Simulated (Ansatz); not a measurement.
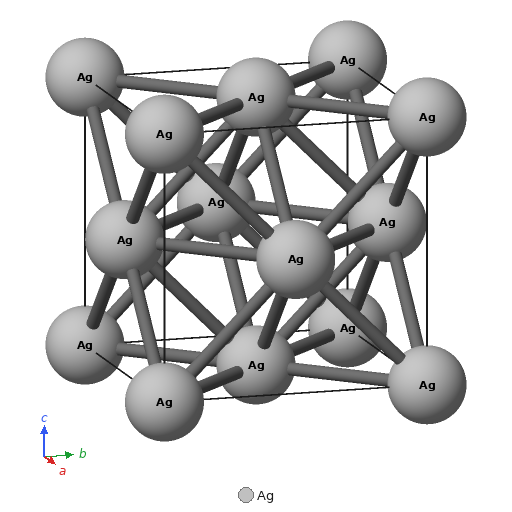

System: Ag, space group Fm-3m (No. 225). The picture shows the conventional cell.

Structure:
```cif
data_structure
_symmetry_space_group_name_H-M 'P 1'
_symmetry_Int_Tables_number 1
_cell_length_a 2.9327
_cell_length_b 2.9327
_cell_length_c 2.9327
_cell_angle_alpha 60.000
_cell_angle_beta 60.000
_cell_angle_gamma 60.000
_cell_volume 17.83
loop_
_atom_site_label
_atom_site_type_symbol
_atom_site_fract_x
_atom_site_fract_y
_atom_site_fract_z
_atom_site_occupancy
Ag1 Ag 0.00000 0.00000 0.00000 1
```

Computed with Ansatz 0.2.0: volume, enthalpy and cell of a crystal along a series of hydrostatic pressures at zero temperature, keeping its symmetry; changes are against the given cell; the k mesh follows the cell and the gap; plane waves with PAW datasets, Γ-centred k mesh. Level: PBE, no spin polarisation.

- wave cutoff: 420 eV
- occupations: Gaussian
- k mesh at zero pressure: 18×18×18
- smearing width at zero pressure: 0.1 eV

The change of b equals the change of a; the change of c equals the change of a.

Describe the result: the volume change and change of a against applied pressure. The applied pressure takes the values −2, 0, 2, 5, 10, 20, 40 GPa.

The volume change falls from 2.35 % at applied pressure −2 GPa to −20.32 % at 40 GPa. The change of a falls from 0.78 % at applied pressure −2 GPa to −7.29 % at 40 GPa. The solid is metallic at every point.

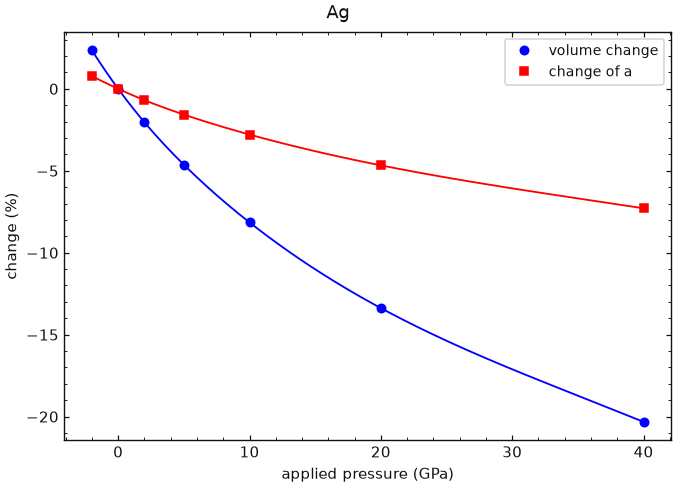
